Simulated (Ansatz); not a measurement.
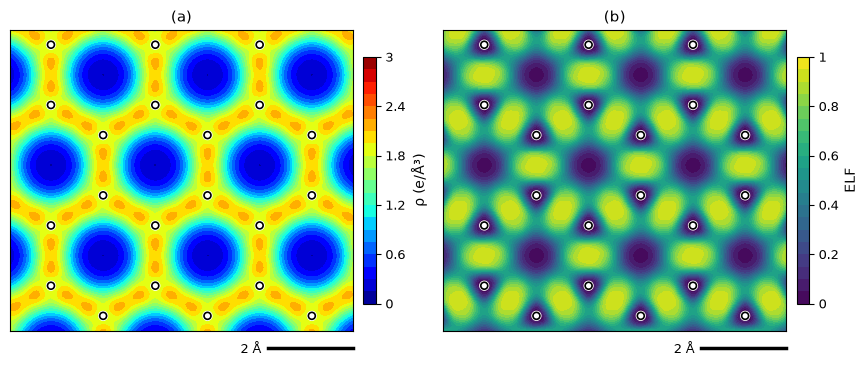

Figure. C. (a) valence charge density (pseudo); (b) ELF on the (001) plane of the conventional cell. Circles mark the nuclei in the plane (C).

Space group R-3m; a structure from a database of computed crystals, not necessarily the ambient phase.

The calculation used DFT r2SCAN, scalar-relativistic, plane waves, PAW (Ansatz 0.2.0).

The density is the valence pseudo-density of a PAW calculation; it isn't the true density close to the nuclei.

The calculation's input:

```
crystal:
  lattice:
    - [-2.1268362731, 1.2279462884, 0.0110113261]
    - [-2.1268362731, -1.2279462884, 0.0110113261]
    - [-2.7727702027, 0.0, 10.6198672264]
  atoms:
    - { symbol: C, position: [-0.3889014966, -0.3889014966, 0.8333543263] }
    - { symbol: C, position: [0.3888762812, 0.3888762812, 0.1666876596] }
    - { symbol: C, position: [0.4999873923, 0.4999873923, 0.500020993] }
    - { symbol: C, position: [0.055545941, 0.055545941, 0.166679007] }
    - { symbol: C, position: [0.1666570521, 0.1666570521, 0.5000123404] }
    - { symbol: C, position: [0.2777681632, 0.2777681632, 0.8333456737] }
basis:
  ecutwfc: 500
kpoints:
  mp_grid: { grid: [12, 12, 3] }
hamiltonian:
  xc: r2scan
scf:
  occupations: { method: gaussian, width: 0.05 }
output:
  forces: true
  stress: true
  eigenvalues: true
  write_density: true
  write_potential: true
  elf: true
  volumetric_format: npy
```

Command:

```sh
ansatz run input.yaml --threads 2 --pin off --max-ram 5120MiB --backend cpu --events-out ev --progress --plain --runs-dir out
```

Below, planes, directions and counts refer to the conventional cell (a = 2.46 Å, b = 2.46 Å, c = 31.82 Å, α = 90.00°, β = 89.96°, γ = 120.00°).

Q: Interpret the plot.

A:
- The section cuts through C sites.
- C–C (1.42 Å): ρ at the midpoint is about 2.1 e/Å³; the ELF peaks at about 0.95 between the atoms.
- Between the atoms the lowest density in this plane is 0.15 e/Å³.
